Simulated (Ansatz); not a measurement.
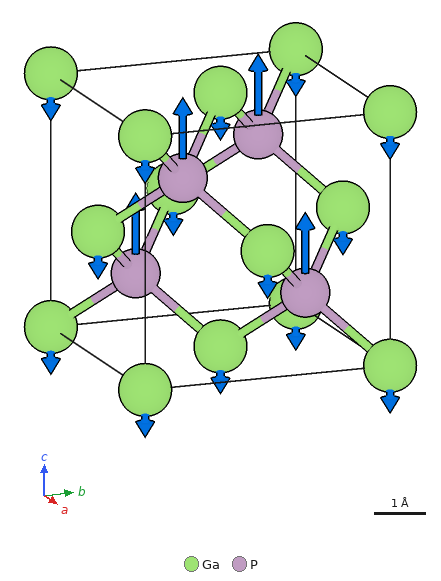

The lowest optical mode of solid GaP relaxed at 20 GPa, space group F-43m (No. 216), at the zone centre. The blue arrows give the relative displacements of the atoms. The picture is a ball-and-stick view of the conventional cell (4 times the calculation's cell), seen slightly off an axis. Lengths and directions refer to the drawn axes.

Method: DFT PBE, scalar-relativistic, plane waves, PAW in Ansatz 0.2.0. Set-up: plane-wave cutoff 420 eV; k-point mesh 10 × 10 × 10; occupations fixed; target pressure 20 GPa; no spin polarisation.

Frequencies are those without the non-analytic (LO–TO) term.

Question: Is this crystal at a minimum with respect to the drawn distortion?

Answer: Yes: this softest mode has a real frequency, and so have all others here. That speaks for this wave vector alone: the rest of the zone wasn't checked in this run. This is the T₂ mode (triply degenerate; one member of the set is drawn) at 426 cm⁻¹, the only optical level, infrared- and Raman-active by symmetry. The P sublattice moves against the Ga sublattice, along c; the kinetic energy is shared as P 69 %, Ga 31 %. Its infrared intensity is 12 (D/Å)²/amu for the set. The value is the transverse one; the longitudinal partner lies at 454 cm⁻¹.
